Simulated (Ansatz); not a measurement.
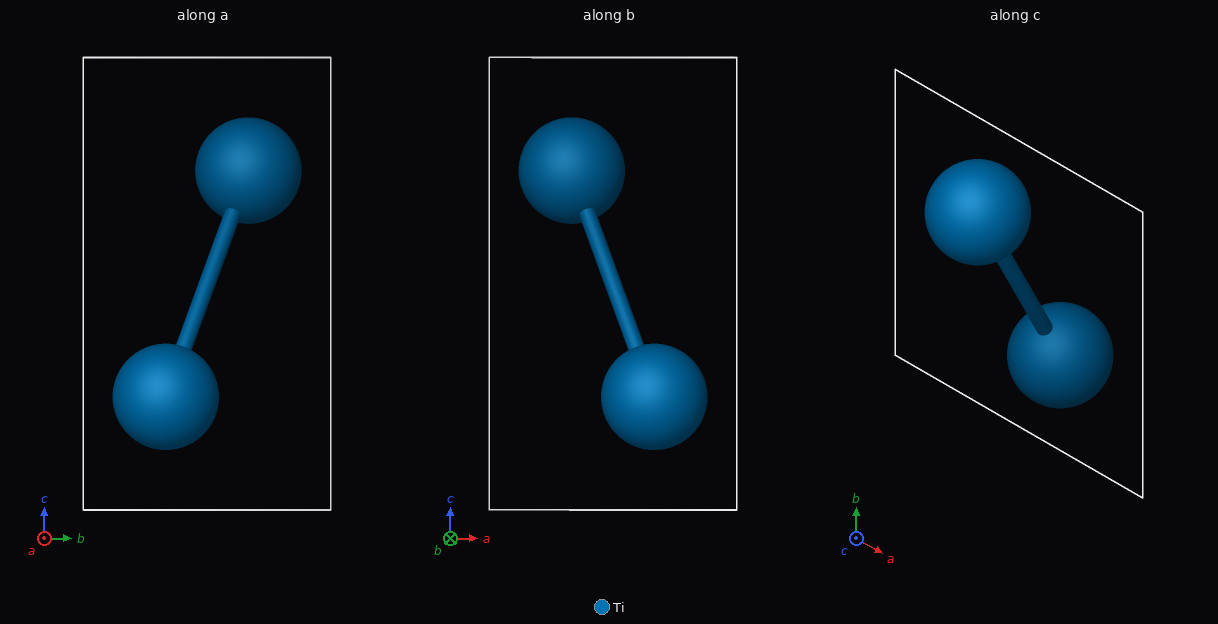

Ball-and-stick model, viewed along the a axis, along the b axis and along the c axis. One unit cell is framed, with atoms on its boundary repeated.

Lattice parameters: a = 2.9010 Å, b = 2.9015 Å, c = 4.5938 Å, α = 89.984°, β = 90.032°, γ = 119.994°.

> Set out the cell and atoms as a CIF in P1 with every atom of the cell.

```cif
data_structure
_symmetry_space_group_name_H-M 'P 1'
_symmetry_Int_Tables_number 1
_cell_length_a 2.9010
_cell_length_b 2.9015
_cell_length_c 4.5938
_cell_angle_alpha 89.984
_cell_angle_beta 90.032
_cell_angle_gamma 119.994
_cell_volume 33.49
loop_
_atom_site_label
_atom_site_type_symbol
_atom_site_fract_x
_atom_site_fract_y
_atom_site_fract_z
_atom_site_occupancy
Ti1 Ti 0.3332 0.6668 0.7500 1
Ti2 Ti 0.6664 0.3332 0.2500 1
```

The cell started as a structure type filled with this element by a generator (whether the element takes this form wasn't checked). Cell shown after relaxation with DFT, PBEsol, plane waves (420 eV) with PAW, scalar-relativistic (Ansatz).
